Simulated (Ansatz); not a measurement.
# Calculations on GeSe and related structures

Part 1: Relaxation

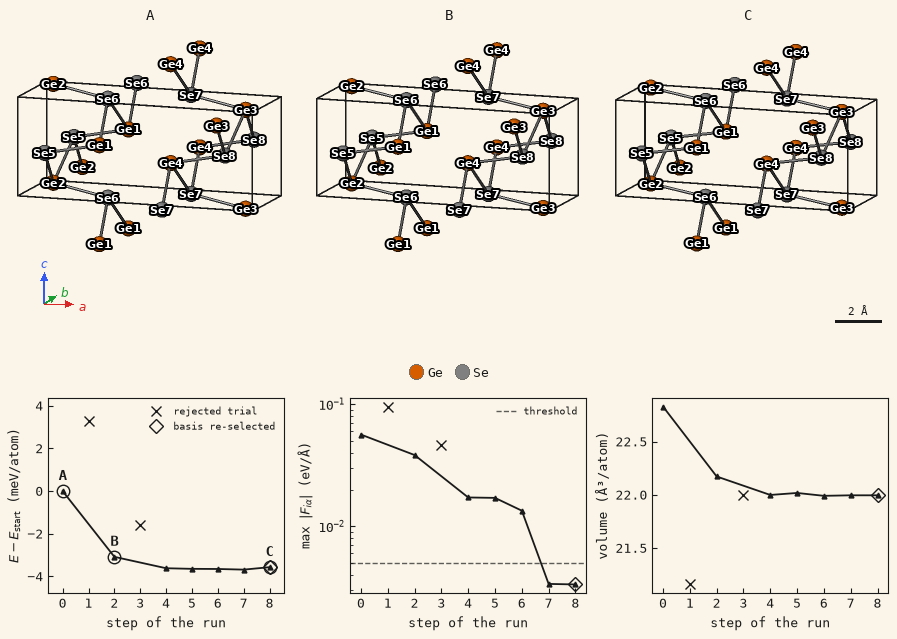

Frames of a relaxation of a crystal of GeSe (set up in Pnma), marked on the history of the run. A ball-and-stick model of the cell of the calculation, seen slightly off an axis.

These are results of DFT PBEsol, scalar-relativistic, plane waves, PAW (Ansatz 0.2.0), not measurements. Settings: plane-wave cutoff 420 eV; k-point mesh 4 × 8 × 6; occupations gaussian; smearing width 0.02 eV; no spin polarisation; cell and atoms relaxed; force threshold 0.005 eV/Å; at most 80 steps.

Describe the path.

Answer. After 5 accepted moves (8 points after the start) the energy has fallen by 3.6 meV per atom. The largest force component goes from 0.056 to 0.0033 eV/Å. Pressure: −0.72 GPa at the start and 0.01 GPa at the end. The line search rejected the trial steps at points 1, 3 of the run. At 1 point the geometry stayed and the basis and grid were re-selected for the new cell (energy shift of 0.1 meV per atom at most each time). The largest moves relative to the cell, 0.044 Å, are those of Se5, Se6, Se7 and Se8. Se5 goes roughly along [−1 0 3]. By element the largest moves are Se 0.044 Å, Ge 0.028 Å. Cell: a 10.833 → 10.714 Å (−1.1 %), b 3.836 → 3.854 Å (+0.5 %), c 4.395 → 4.262 Å (−3.0 %). Volume −3.6 %. Some distances before and after: Ge1–Se6 2.576 → 2.586 Å. The space group stays Pnma (No. 62). The run took 2.1 min on 2 threads of Intel(R) Xeon(R) 6975P-C (Granite Rapids), with other jobs on the host, peak memory 0.9 GiB. From step 0 to 2: Ge atoms move most (0.03 Å), volume −2.9 %, energy −3.1 meV per atom. From step 2 to 8: Se atoms move most (0.03 Å), volume −0.8 %, energy −0.5 meV per atom.

```tsv
step	E − E(0), meV/atom	largest force component, eV/Å	pressure, GPa	volume, Å³/atom	note
0	0.00	0.0564	-0.72	22.829	
1	3.26	0.0955	1.71	21.158	rejected
2	-3.08	0.0384	-0.03	22.173	
3	-1.59	0.0467	-0.19	21.997	rejected
4	-3.62	0.0172	0.09	21.999	
5	-3.64	0.0171	-0.06	22.018	
6	-3.65	0.0134	-0.02	21.991	
7	-3.68	0.0034	0.01	21.996	
8	-3.57	0.0033	0.01	21.996	same geometry, new basis
```

Limits of the set-up: layers or molecules are held without a dispersion correction, so their spacing is unreliable.

Part 2: Relaxation

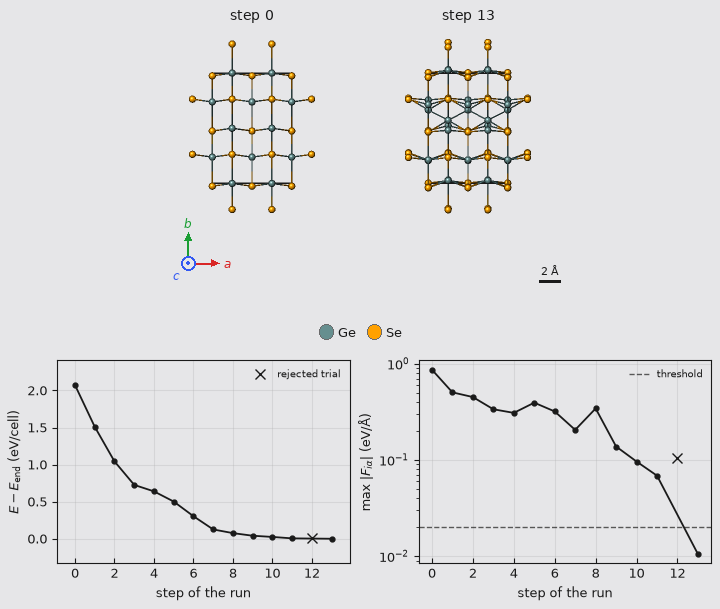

First and last geometry of a relaxation of a slab of composition Ge6Se5 (cut from the Pnma phase), with the history of the run. Style: ball-and-stick. Shown: the 2 × 1 repeat of the cell, outlined in the plane, without the vacuum (origin shifted), along the c axis.

Case: (0 0 1) slab, atoms relaxed. The slab is the (0 0 1) face of GeSe.

The calculation used Ansatz 0.2.0, DFT PBEsol, scalar-relativistic, plane waves, PAW.

Input file:
```yaml
crystal:
  lattice:
    - [3.8543821091, 0.0, 0.0]
    - [0.0, 10.7114879443, 0.0]
    - [0.0, 0.0, 26.8893566553]
  atoms:
    - { symbol: Ge, position: [0.75, 0.1192736146, 0.2789207677] }
    - { symbol: Ge, position: [0.75, 0.6192736146, 0.3243301582] }
    - { symbol: Se, position: [0.75, 0.8557849363, 0.340317191] }
    - { symbol: Se, position: [0.25, 0.1442150637, 0.3422835497] }
    - { symbol: Ge, position: [0.25, 0.3807263854, 0.3582705825] }
    - { symbol: Ge, position: [0.25, 0.8807263854, 0.403679973] }
    - { symbol: Se, position: [0.25, 0.6442150637, 0.4196670058] }
    - { symbol: Se, position: [0.75, 0.3557849363, 0.4216333645] }
    - { symbol: Ge, position: [0.75, 0.1192736146, 0.4376203973] }
    - { symbol: Ge, position: [0.75, 0.6192736146, 0.4830297879] }
    - { symbol: Se, position: [0.75, 0.8557849363, 0.4990168206] }
    - { symbol: Se, position: [0.25, 0.1442150637, 0.5009831794] }
    - { symbol: Ge, position: [0.25, 0.3807263854, 0.5169702121] }
    - { symbol: Ge, position: [0.25, 0.8807263854, 0.5623796027] }
    - { symbol: Se, position: [0.25, 0.6442150637, 0.5783666355] }
    - { symbol: Se, position: [0.75, 0.3557849363, 0.5803329942] }
    - { symbol: Ge, position: [0.75, 0.1192736146, 0.596320027] }
    - { symbol: Ge, position: [0.75, 0.6192736146, 0.6417294175] }
    - { symbol: Se, position: [0.75, 0.8557849363, 0.6577164503] }
    - { symbol: Se, position: [0.25, 0.1442150637, 0.659682809] }
    - { symbol: Ge, position: [0.25, 0.3807263854, 0.6756698418] }
    - { symbol: Ge, position: [0.25, 0.8807263854, 0.7210792323] }
basis:
  ecutwfc: 420
kpoints:
  mp_grid: { grid: [9, 4, 1] }
hamiltonian:
  xc: pbesol
scf:
  occupations: { method: gaussian, width: 0.05 }
output:
  forces: true
  eigenvalues: true
  write_density: true
  write_potential: true
  elf: true
  volumetric_format: npy
relax:
  adjacent_minimum: "off"
  f_tol: 0.02
  max_steps: 60
efield:
  axis: 3
  dipole_correction: true
  ramp_width: 0.04
```

Run as
```bash
ansatz run input.yaml --threads 2 --pin off --max-ram 5120MiB --backend cpu --events-out ev --progress --plain --runs-dir out
```

**What do the curves and the structures tell?**

It converged. The largest moves relative to the layer's centre, 0.80 Å, are those of Ge10 and Ge13. Ge13 goes at 78° to the normal (+c side). Largest moves by element: Ge 0.80 Å, Se 0.68 Å. The lattice vectors keep their values. Among the contacts that change: Ge10–Ge13 3.328 → 2.496 Å, Ge13–Se15 3.270 → 2.536 Å, Ge1–Se3 3.270 → 2.586 Å, Ge10–Se11 2.570 → 3.234 Å. New bonds form, among them: Ge10–Ge13 (3.33 → 2.50 Å). Bond angles that change, for instance: Ge1–Se4–Ge5 102.2° → 111.4°, Se16–Ge17–Se20 90.5° → 82.7°, Se4–Ge5–Se8 90.5° → 84.4°. The energy falls by 2.073 eV per cell of the calculation in 12 accepted moves (13 points after the start). The largest force component goes from 0.87 to 0.011 eV/Å. The line search rejected the trial step at point 12 of the run.

```tsv
step	E − E(0), meV/atom	largest force component, eV/Å	note
0	0.00	0.8662	
1	-25.57	0.5040	
2	-46.80	0.4503	
3	-61.22	0.3363	
4	-65.18	0.3083	
5	-71.42	0.3937	
6	-80.41	0.3191	
7	-88.53	0.2053	
8	-90.79	0.3427	
9	-92.38	0.1379	
10	-93.12	0.0963	
11	-94.00	0.0686	
12	-93.90	0.1056	rejected
13	-94.23	0.0105
```

Part 3: A change

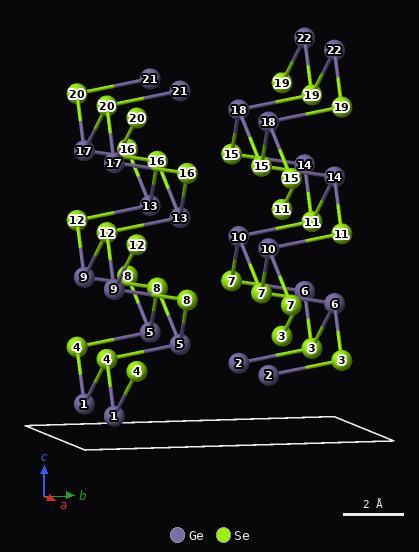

The starting point is a (0 0 1) slab of GeSe as cut from the relaxed bulk. Style: ball-and-stick. Shown: the 2 × 1 repeat of the cell, outlined in the plane, without the vacuum, slightly off an axis.

These are results of DFT PBEsol, scalar-relativistic, plane waves, PAW (Ansatz 0.2.0), not measurements. Settings: plane-wave cutoff 420 eV; occupations gaussian; no spin polarisation. The k-mesh is chosen for each cell (4×10×8, 9×4×1). Smearing widths differ between the runs.

Now this is done to it. The atoms of the slab are relaxed at the bulk's in-plane cell.

> What is the effect?

The slab isn't stoichiometric; relaxing it gains 0.403 J/m². The top spacing, between the Ge and Ge planes, goes from 1.22 to 1.15 Å (−5.9 %), the bottom one (Ge to Ge) from 1.22 to 1.15 Å (−5.9 %). The lattice vectors keep their values. The largest moves relative to the layer's centre, 0.80 Å, are those of Ge10 and Ge13. Ge13 goes at 78° to the normal (+c side). By element the largest moves are Ge 0.80 Å, Se 0.68 Å. Some distances before and after: Ge–Ge 3.328 → 2.496 Å, Ge–Se 3.270 → 2.536 to 2.838 Å, Ge–Se 2.570 → 2.654 to 3.234 Å, Ge–Se 3.218 → 2.601 Å. New contacts form: Ge10–Ge13 (3.33 → 2.50 Å), Ge13–Se15 (3.27 → 2.54 Å), Ge1–Se3 (3.27 → 2.59 Å).

The changed structure in the same view:

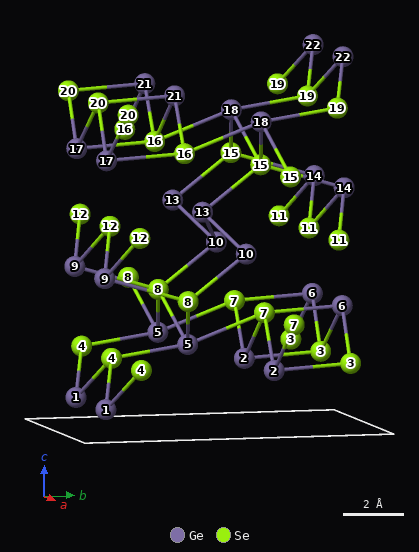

Limits of the set-up: layers or molecules are held without a dispersion correction, so their spacing is unreliable.
